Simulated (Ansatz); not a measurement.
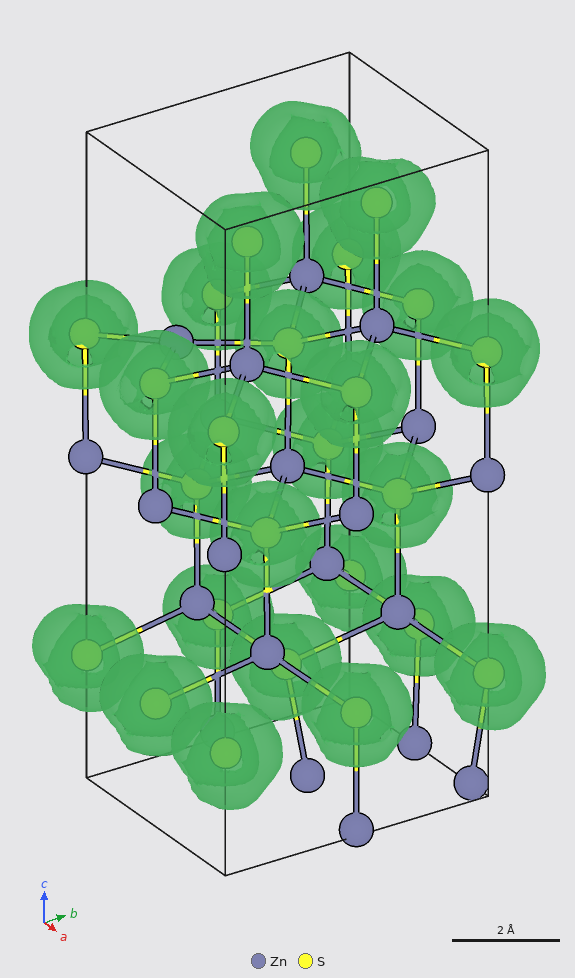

Figure. Zn$_{16}$S$_{15}$ (cell charge +2, with a compensating background) (cell with a defect). Isosurface of the ELF at 0.8 (green), seen slightly off an axis. Only the valence region is drawn (cores and ρ < 0.01 e/Å³ removed). Sticks mark near contacts.

These are results of DFT PBE, scalar-relativistic, plane waves, PAW (Ansatz 0.2.0), not measurements.

Input file:

```
crystal:
  lattice:
    - [-3.8461551847, -6.6617361935, 0.0]
    - [7.6923103692, -1.0e-10, 0.0]
    - [0.0, 0.0, 12.5886853746]
  atoms:
    - { symbol: Zn, position: [0.3368938701, 0.1722789094, 0.7234196795] }
    - { symbol: Zn, position: [0.3290494432, 0.6663760021, 0.7498001086] }
    - { symbol: Zn, position: [0.8353018974, 0.1710093515, 0.74873276] }
    - { symbol: Zn, position: [0.8368612706, 0.666394478, 0.7497031545] }
    - { symbol: Zn, position: [0.1648285406, 0.8299395418, 0.2523473832] }
    - { symbol: Zn, position: [0.1677733333, 0.3348579729, 0.2520853112] }
    - { symbol: Zn, position: [0.665230688, 0.8310096447, 0.251861288] }
    - { symbol: Zn, position: [0.6665120926, 0.3346955613, 0.2521079269] }
    - { symbol: Zn, position: [0.5007866079, 0.5020203846, 0.4984257803] }
    - { symbol: Zn, position: [0.5003719341, 0.00047174, 0.4988376321] }
    - { symbol: Zn, position: [0.9999409648, 0.5003017937, 0.4987207665] }
    - { symbol: Zn, position: [0.9997623829, 0.0005370838, 0.4989229711] }
    - { symbol: Zn, position: [0.0006835529, 0.501881252, 0.0057787881] }
    - { symbol: Zn, position: [-0.0386973308, -0.0202271798, 0.0071869664] }
    - { symbol: Zn, position: [0.4931199221, 0.491658983, 0.0020411427] }
    - { symbol: Zn, position: [0.5151268982, -0.0192083679, 0.0095270805] }
    - { symbol: S, position: [0.3301697382, 0.6632784206, 0.9371580107] }
    - { symbol: S, position: [0.8348071666, 0.1704810951, 0.9368115941] }
    - { symbol: S, position: [0.8322073295, 0.662932966, 0.9371051896] }
    - { symbol: S, position: [0.1668391449, 0.8341147181, 0.4387207886] }
    - { symbol: S, position: [0.1672025669, 0.333834802, 0.4385860656] }
    - { symbol: S, position: [0.667186427, 0.834668373, 0.438231604] }
    - { symbol: S, position: [0.6661818203, 0.3338161195, 0.4386125699] }
    - { symbol: S, position: [0.5035998185, 0.5076964767, 0.6876707864] }
    - { symbol: S, position: [0.5014524617, 3.32609e-05, 0.6885019519] }
    - { symbol: S, position: [1.0000743463, 0.500614752, 0.6864860826] }
    - { symbol: S, position: [0.9983904449, 0.0001607303, 0.6886280754] }
    - { symbol: S, position: [-0.00097225, 0.4985931954, 0.1897357521] }
    - { symbol: S, position: [0.0014330801, 0.0002425424, 0.1890996421] }
    - { symbol: S, position: [0.4986390231, 0.4977260681, 0.1865794622] }
    - { symbol: S, position: [0.4983684718, 0.0002240847, 0.1890400558] }
  host:
    lattice:
      - [3.8461551846, 0.0, 0.0]
      - [-1.9230775923, 3.3308680968, 0.0]
      - [0.0, 0.0, 12.5886853746]
    atoms:
      - { symbol: Zn, position: [0.6666666667, 0.3333333333, 0.7500383538] }
      - { symbol: Zn, position: [0.3333333333, 0.6666666667, 0.2500383538] }
      - { symbol: Zn, position: [0.0, 0.0, 0.5000855079] }
      - { symbol: Zn, position: [0.0, 0.0, 8.55079e-05] }
      - { symbol: S, position: [0.6666666667, 0.3333333333, 0.937611493] }
      - { symbol: S, position: [0.3333333333, 0.6666666667, 0.437611493] }
      - { symbol: S, position: [0.0, 0.0, 0.6872636452] }
      - { symbol: S, position: [0.0, 0.0, 0.1872636452] }
total_charge: 2
basis:
  ecutwfc: 420
  xc_grid: 2
kpoints:
  mp_grid: { grid: [2, 2, 2], shift: [0.0, 0.0, 0.0] }
hamiltonian:
  xc: pbe
scf:
  occupations: { method: gaussian, width: 0.01 }
output:
  forces: true
  stress: false
  eigenvalues: true
  charged_corrections:
    defect_position: [0.33333333, 0.16666667, 0.93761149]
    epsilon: [[9.189, 0.0, 0.0], [0.0, 9.189, 0.0], [0.0, 0.0, 9.4861]]
  write_density: true
  write_potential: true
  elf: true
  volumetric_format: npy
relax:
  adjacent_minimum: "off"
  f_tol: 0.025
  max_steps: 45
```

Launched as:

```sh
ansatz run input.yaml --threads 4 --pin off --max-ram 10240MiB --backend cpu --events-out ev --progress --plain --runs-dir out
```

The fields are those of the run's last geometry, not of the input's.

Identify the bonds, lone pairs and shells in this picture.

Answer. The ELF exceeds this value in 15 regions wrapped around S (the valence shell of each), counted in one cell of 31 atoms. Regions shared between cells count once. Along the contacts the grid gives the following. Zn–S (2.25 Å): the ELF peaks at about 0.85 in the valence shell of S, 0.8 Å from its nucleus, and is about 0.60 at the midpoint. Zn–S (2.30 Å): the ELF peaks at about 0.90 in the valence shell of S, 0.8 Å from its nucleus, and is about 0.55 at the midpoint.

Metal or insulator at this level of theory?

Answer. It is gapped, with a Kohn–Sham gap of 1.5 eV on the k-point mesh, an upper bound to the gap of this method.
